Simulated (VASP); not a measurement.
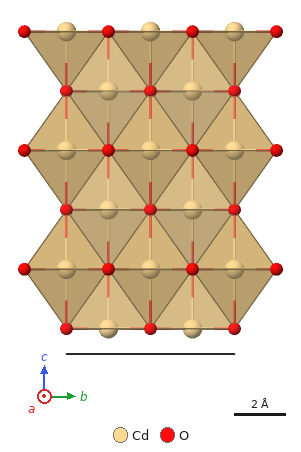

This is the input geometry for a relaxation of a slab of composition CdO. A polyhedral model of the 2 × 2 repeat of the cell, outlined in the plane, without the vacuum, seen along the a axis.

The run lets the atoms move in a fixed cell.

Level of theory: Kohn-Sham DFT of a periodic cell, PBEsol, VASP PAW PBE potentials, recommended in VASP 6.6.1.

Input
```
SYSTEM = CdO
PREC     = Accurate       ! precision mode
ENCUT    = 520            ! plane-wave cutoff, eV
EDIFF    = 1E-7           ! SCF threshold, eV
ISMEAR   = 1              ! smearing method
SIGMA    = 0.1            ! smearing width, eV
LREAL    = .False.        ! projectors in reciprocal space
LASPH    = .True.         ! aspherical terms in the spheres
NELM     = 80             ! most SCF steps
ALGO     = Normal         ! electronic algorithm
ISIF     = 2              ! what is computed and relaxed
LWAVE    = .False.        ! write WAVECAR
LCHARG   = .False.        ! write CHGCAR
LDIPOL   = .True.       
IDIPOL   = 3            
DIPOL    = 0.5 0.5 0.500
GGA      = PS             ! functional
IBRION   = 2              ! ionic algorithm
NSW      = 100            ! ionic steps
EDIFFG   = -0.015         ! ionic threshold
KPAR     = 8
```

Launched with:
```bash
cat potpaw_PBE.64/Cd/POTCAR potpaw_PBE.64/O/POTCAR > POTCAR
mpirun -np 8 vasp_std > vasp.out
```

The structure:
```
Cd O
1.0
     3.32269    0.00000    0.00000
     0.00000    3.32269    0.00000
     0.00000    0.00000   27.74750
Cd O
6 6
Cartesian
  1.6613 1.6613 8.0000
  0.0000 0.0000 10.3495
  1.6613 1.6613 12.6990
  0.0000 0.0000 15.0485
  1.6613 1.6613 17.3980
  0.0000 0.0000 19.7475
  0.0000 0.0000 8.0000
  1.6613 1.6613 10.3495
  0.0000 0.0000 12.6990
  1.6613 1.6613 15.0485
  0.0000 0.0000 17.3980
  1.6613 1.6613 19.7475
```

Question: Predict the outcome.

Answer: The largest moves relative to the layer's centre, 0.028 Å, are those of O atoms. By element the largest moves are O 0.028 Å, Cd 0.019 Å. The cell doesn't change. Some distances before and after: Cd–O 2.349 → 2.343 Å. After 9 geometry steps the energy has fallen by 3.4 meV per cell of the calculation. The largest force component goes from 0.094 to 0.006 eV/Å.
